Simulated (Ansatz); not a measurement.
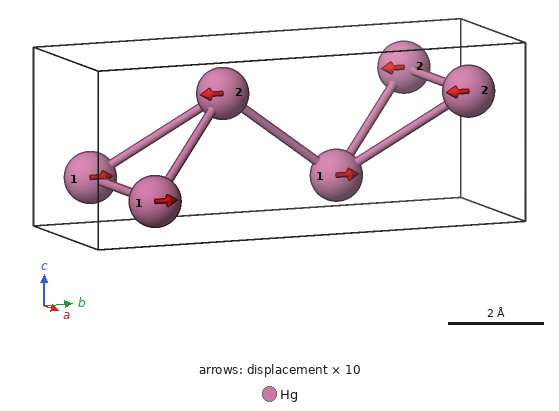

This is a relaxation of a crystal of Hg (built on the Ga_63 type). The starting structure is drawn; red arrows show the displacements (the part carried along by the change of the cell is left out), magnified 10 times.

A ball-and-stick model of the conventional cell (2 times the calculation's cell), seen slightly off an axis. Lengths and directions refer to the drawn axes.

Case: Ga type (Cmcm, No. 63).

The calculation used DFT PBE, scalar-relativistic, plane waves, PAW in Ansatz. Set-up: plane-wave cutoff 420 eV; k-point mesh 16 × 16 × 14; occupations gaussian; smearing width 0.1 eV; no spin polarisation; cell and atoms relaxed; force threshold 0.01 eV/Å; at most 80 steps.

What did the optimiser do to the structure, and how much energy did it gain?

After 13 accepted moves (16 points after the start) the energy has fallen by 15.3 meV per atom. The largest force component goes from 0.073 to 0.0061 eV/Å. Pressure: −0.27 GPa at the start and −0.01 GPa at the end. The line search rejected the trial step at point 8 of the run. The SCF was repeated twice at an unchanged geometry on a basis and grid sized afresh for the cell, which shifted the energy by 0.3 meV per atom at most. The largest moves relative to the cell, 0.054 Å, are those of Hg1 and Hg2. Hg2 goes along −b. The volume changes by −9.4 %, with a 3.496 → 3.375 Å (−3.4 %), b 9.801 → 8.106 Å (−17.3 %), c 3.821 → 4.336 Å (+13.5 %). Some distances before and after: Hg1–Hg2 3.459 → 3.279 Å, Hg1–Hg1 3.496 → 3.375 Å, Hg1–Hg2 (another image) 3.232 → 3.134 Å. Among the angles between lasting bonds that change: Hg2–Hg1–Hg2 72.5° → 87.5°. The space group stays Cmcm (No. 63).
